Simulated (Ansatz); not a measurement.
**Ge: band-structure calculation (part 2 of 2)**

The same run, continued: Ge (P6₃/mmc, 4 atoms in the cell); DFT, PBE0, plane waves, PAW, no spin polarisation (Ansatz 0.2.0); cutoff 420 eV, 6×6×4 k-mesh, fixed occupations. The structure was built on a prototype by a generator. The geometry comes from this level: r2SCAN.

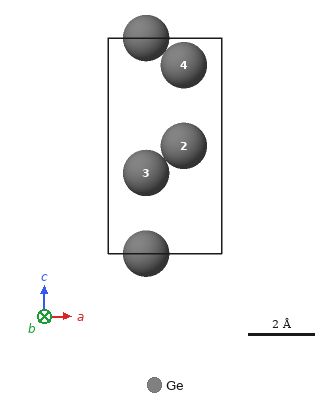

Fig. 1: The structure (spheres-only view of the cell of the calculation, along the b axis; atoms are numbered from 1 in the order of the input).

## File bands.tsv, continued
```
# largest_residual_norms_ev = 6.567e-4 6.676e-4 4.242e-4 4.865e-4 4.793e-4 4.124e-4 3.502e-4 3.508e-4 5.398e-4 5.402e-4 3.972e-4 4.011e-4 5.260e-4 3.437e-4 3.727e-4 2.435e-4 3.183e-4 3.185e-4 3.383e-4 3.386e-4 3.188e-4 4.590e-4 5.692e-4 6.267e-4 4.691e-4 7.648e-4 4.801e-4 7.568e-4 1.188e-3 5.663e-4 1.265e-3 1.266e-3 1.266e-3
0.000000	-28.267471	-28.267471	-28.231578	-28.228128	-28.228128	-28.218901	-28.202730	-28.202730	-28.149857	-28.149857	-28.024624	-28.024624	-28.015210	-28.000743	-27.994849	-27.994849	-27.973087	-27.973087	-27.947177	-27.947177	-14.326276	-12.036859	-8.581829	-1.774112	-1.774112	-0.266787	0.000000	0.000000	0.979308	1.259536	3.407181	3.407181	3.968849
0.907441	-28.283577	-28.276892	-28.275737	-28.249948	-28.203605	-28.185022	-28.156677	-28.123988	-28.106506	-28.094819	-28.093383	-28.086744	-28.082177	-28.024365	-28.011756	-28.010395	-27.956914	-27.939967	-27.930140	-27.927470	-12.119300	-10.286543	-9.665037	-7.566930	-5.229234	-3.544142	-3.214846	-1.739631	1.541084	2.862617	4.705364	4.939330	5.709484
1.431352	-28.292656	-28.281479	-28.281479	-28.271485	-28.147952	-28.147952	-28.145067	-28.112845	-28.104075	-28.104075	-28.083362	-28.083362	-28.074394	-28.074394	-28.060813	-28.044675	-27.931948	-27.930858	-27.930858	-27.913302	-11.089014	-11.089014	-8.492487	-8.492487	-5.678919	-3.978868	-3.978868	-3.697975	2.465803	6.117380	6.117380	6.621572	6.621572
2.582439	-28.251793	-28.251793	-28.251793	-28.251793	-28.224059	-28.224059	-28.174706	-28.174706	-28.174706	-28.174706	-28.009186	-28.009186	-28.007703	-28.007703	-28.007703	-28.007703	-27.959835	-27.959835	-27.959835	-27.959835	-13.513064	-13.513064	-5.363733	-5.363733	-1.076971	-1.076971	-1.076971	-1.076971	1.819076	1.819076	4.594700	4.594700	4.594700
3.489880	-28.264753	-28.264753	-28.263099	-28.263099	-28.206311	-28.206311	-28.163797	-28.163797	-28.131441	-28.131441	-28.043268	-28.043268	-28.026725	-28.026725	-28.016881	-28.016881	-27.951367	-27.951367	-27.942486	-27.942486	-11.410006	-11.410006	-8.846910	-8.846910	-2.902177	-2.902177	-2.810760	-2.810760	1.560136	1.560136	3.207438	3.207438	7.566019
4.013791	-28.282716	-28.282716	-28.262835	-28.262835	-28.195359	-28.195359	-28.129343	-28.129343	-28.103534	-28.103534	-28.087104	-28.087104	-28.051848	-28.051848	-28.021788	-28.021788	-27.951594	-27.951594	-27.922526	-27.922526	-10.853934	-10.853934	-9.161956	-9.161956	-4.898297	-4.898297	-2.355570	-2.355570	2.375901	2.375901	5.330957	5.330957	7.301109
5.145983	-28.267300	-28.267300	-28.231473	-28.228622	-28.228622	-28.218955	-28.202209	-28.202209	-28.150191	-28.150191	-28.024382	-28.024382	-28.015146	-28.000868	-27.994987	-27.994987	-27.972926	-27.972926	-27.947333	-27.947333	-14.317910	-12.067600	-8.533419	-1.766685	-1.766685	-0.486505	-0.018599	-0.018599	0.988043	1.457807	3.425375	3.425375	3.957194
5.241286	-28.265908	-28.265908	-28.232026	-28.232026	-28.230650	-28.219375	-28.198544	-28.198544	-28.152748	-28.152748	-28.022497	-28.022497	-28.014660	-28.001809	-27.996080	-27.996080	-27.971640	-27.971640	-27.948526	-27.948526	-14.250997	-12.286266	-8.173282	-1.707500	-1.707500	-1.514827	-0.156915	-0.156915	1.057878	2.235319	3.561901	3.561901	3.974417
```

## File rho_z.tsv
```
# z_ang	rho[e/angstrom^3]
# format = ansatz-planar-average/11
# lattice	3.997614254	-0.000000000	0.000000000
# lattice	-1.998807127	3.462035498	0.000000000
# lattice	0.000000000	0.000000000	6.592820025
# sites	4
# site	32	0.000000000	2.308023666	0.002437019
# site	32	1.998807127	1.154011833	3.298847031
# site	32	0.000000000	2.308023666	2.469870491
# site	32	1.998807127	1.154011833	5.766280503
0.000000	1.474070e0
0.146507	1.199658e0
0.293014	7.147910e-1
0.439521	3.789823e-1
0.586028	2.245939e-1
0.732536	1.582079e-1
0.879043	1.264359e-1
1.025550	1.105404e-1
1.172057	1.034961e-1
1.318564	1.039474e-1
1.465071	1.119915e-1
1.611578	1.292884e-1
1.758085	1.640182e-1
1.904592	2.373535e-1
2.051100	4.092708e-1
2.197607	7.714586e-1
2.344114	1.255203e0
2.490621	1.473936e0
2.637128	1.225429e0
2.783635	8.719753e-1
2.930142	8.022917e-1
3.076649	1.077862e0
3.223156	1.425398e0
3.369664	1.391713e0
3.516171	9.540967e-1
3.662678	5.196318e-1
3.809185	2.851763e-1
3.955692	1.850249e-1
4.102199	1.395258e-1
4.248706	1.171756e-1
4.395213	1.060227e-1
4.541720	1.028282e-1
4.688228	1.069620e-1
4.834735	1.192095e-1
4.981242	1.435923e-1
5.127749	1.934704e-1
5.274256	3.049689e-1
5.420763	5.633061e-1
5.567270	1.016995e0
5.713777	1.424218e0
5.860284	1.394984e0
6.006792	1.030410e0
6.153299	7.903554e-1
6.299806	9.055183e-1
6.446313	1.272916e0
```

## File v_z.tsv
```
# z_ang	v_es[eV]	v_tot[eV]
# format = ansatz-planar-average/11
# xc	pbe0
# density_cutoff_ev	1680
# datasets	Ge=:simpson_from_first_knot:soft:fock:shift=0
# lattice	3.997614254	-0.000000000	0.000000000
# lattice	-1.998807127	3.462035498	0.000000000
# lattice	0.000000000	0.000000000	6.592820025
# sites	4
# site	32	0.000000000	2.308023666	0.002437019
# site	32	1.998807127	1.154011833	3.298847031
# site	32	0.000000000	2.308023666	2.469870491
# site	32	1.998807127	1.154011833	5.766280503
0.000000	5.796280e-1	-8.142194e0
0.146507	1.794795e0	-6.544266e0
0.293014	3.069587e0	-4.788278e0
0.439521	4.480983e0	-2.810346e0
0.586028	6.014581e0	-6.807037e-1
0.732536	7.607128e0	1.411509e0
0.879043	9.016792e0	3.179999e0
1.025550	9.913659e0	4.252435e0
1.172057	1.029811e1	4.607989e0
1.318564	1.027322e1	4.590135e0
1.465071	9.832760e0	4.163144e0
1.611578	8.864048e0	2.990270e0
1.758085	7.410485e0	1.160315e0
1.904592	5.817547e0	-9.493578e-1
2.051100	4.297040e0	-3.068969e0
2.197607	2.903566e0	-5.019193e0
2.344114	1.641086e0	-6.751906e0
2.490621	4.330567e-1	-8.327847e0
2.637128	-5.769397e-1	-9.584862e0
2.783635	-1.135419e0	-1.030342e1
2.930142	-1.220629e0	-1.041995e1
3.076649	-8.445345e-1	-9.922292e0
3.223156	1.351150e-2	-8.852639e0
3.369664	1.182308e0	-7.362805e0
3.516171	2.418659e0	-5.690577e0
3.662678	3.757425e0	-3.826961e0
3.809185	5.234924e0	-1.754202e0
3.955692	6.812152e0	3.845619e-1
4.102199	8.359433e0	2.360471e0
4.248706	9.538105e0	3.819066e0
4.395213	1.016034e1	4.498241e0
4.541720	1.033540e1	4.632873e0
4.688228	1.010950e1	4.451856e0
4.834735	9.421659e0	3.678282e0
4.981242	8.178192e0	2.133203e0
5.127749	6.611888e0	1.205470e-1
5.274256	5.043851e0	-2.020799e0
5.420763	3.581932e0	-4.072872e0
5.567270	2.260788e0	-5.907932e0
5.713777	1.030171e0	-7.562090e0
5.860284	-1.171692e-1	-9.014697e0
6.006792	-9.181052e-1	-1.001682e1
6.153299	-1.234728e0	-1.043952e1
6.299806	-1.092425e0	-1.024564e1
6.446313	-4.724433e-1	-9.454776e0
```

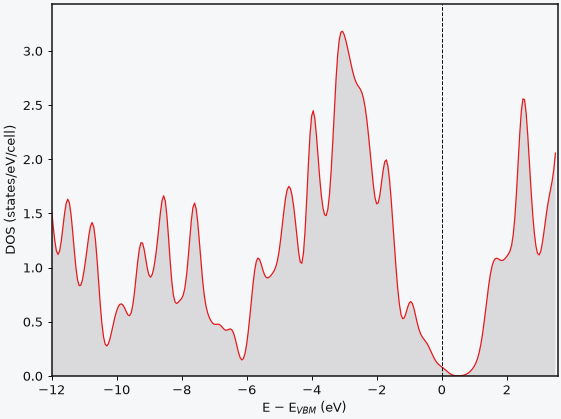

Fig. 2: Density of states (the curve is built from the levels of the k mesh with Gaussians 0.4 eV wide, which also blur the band edges), with energies from the valence-band top. There is a gap of 0.98 eV on the k-point mesh. Small ripples come from the finite k-point mesh.

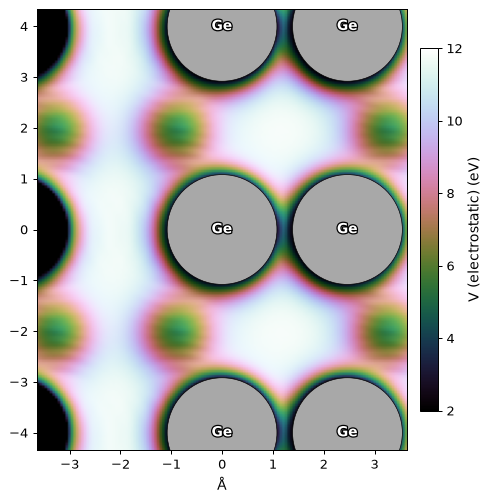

Fig. 3: Electrostatic potential energy of an electron on the (11̄0) plane of the conventional cell. Grey discs, where drawn, cover atomic cores. The section cuts through Ge sites. Outside the cores the potential energy rises away from the atoms and is highest about 2.3 Å from the nearest atoms; outside the discs it spans about 9 eV, and its zero is arbitrary. Core electrons are frozen (PAW), so the fields are smoothed inside the atomic spheres.

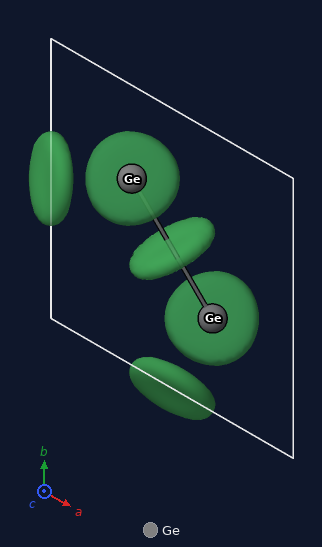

Fig. 4: Isosurface of the electron localisation function at 0.7 (green), seen along the c axis. Core shells and regions of very low density are left out. Sticks mark near contacts. The outline is the cell set on symmetry axes. Along the contacts the grid gives the following.

This output came from the following input.

## Input
```yaml
crystal:
  lattice:
    - [3.9976142537, 0.0, 0.0]
    - [-1.9988071268, 3.4620354983, 0.0]
    - [0.0, 0.0, 6.5928200248]
  atoms:
    - { symbol: Ge, position: [0.3333333333, 0.6666666667, 0.0003696474] }
    - { symbol: Ge, position: [0.6666666667, 0.3333333333, 0.5003696474] }
    - { symbol: Ge, position: [0.3333333333, 0.6666666667, 0.3746303526] }
    - { symbol: Ge, position: [0.6666666667, 0.3333333333, 0.8746303526] }
kpoints:
  mp_grid: { grid: [6, 6, 4] }
  band_path:
    path:
      - [0.0, 0.0, 0.0]
      - [0.5, 0.0, 0.0]
      - [0.3333333333, 0.3333333333, 0.0]
      - [0.0, 0.0, 0.5]
      - [0.5, 0.0, 0.5]
      - [0.3333333333, 0.3333333333, 0.5]
      - [0.0, 0.0, 0.05]
      - [0.0, 0.0, 0.15]
    npoints: 1
hamiltonian:
  xc: pbe0
scf:
  occupations: { method: fixed }
  n_extra_bands: 5
output:
  forces: true
  stress: true
  eigenvalues: true
  write_density: true
  write_potential: true
  elf: true
  volumetric_format: npy
```

Command:
```bash
ansatz run input.yaml --threads 4 --pin off --max-ram 7372MiB --backend cpu --events-out ev --progress --plain --runs-dir out
```

## Key numbers

| quantity | value |
| --- | --- |
| outcome | converged |
| space group (tolerance 0.01 Å) | P6₃/mmc (194) |
| electrons treated | 56 |
| free energy | −17183.3037 eV |
| Fermi energy | 8.041 eV |
| gap on the k-point mesh | 0.98 eV |
| pressure | 0.18 GPa |
| largest force (length of the vector) | 0.006 eV/Å |
| hardware | 4 threads of Intel Xeon @ 2.50GHz (Skylake/Cascade Lake), 64 GiB of memory available, shared host |
| wall time | 2.1 min (CPU time 7.5 min) |
| peak memory | 2.2 GiB |

## Remarks

The program warns: the exchange loop's threshold is looser than advised for the stress; the SCF threshold is looser than advised for the printed stress.
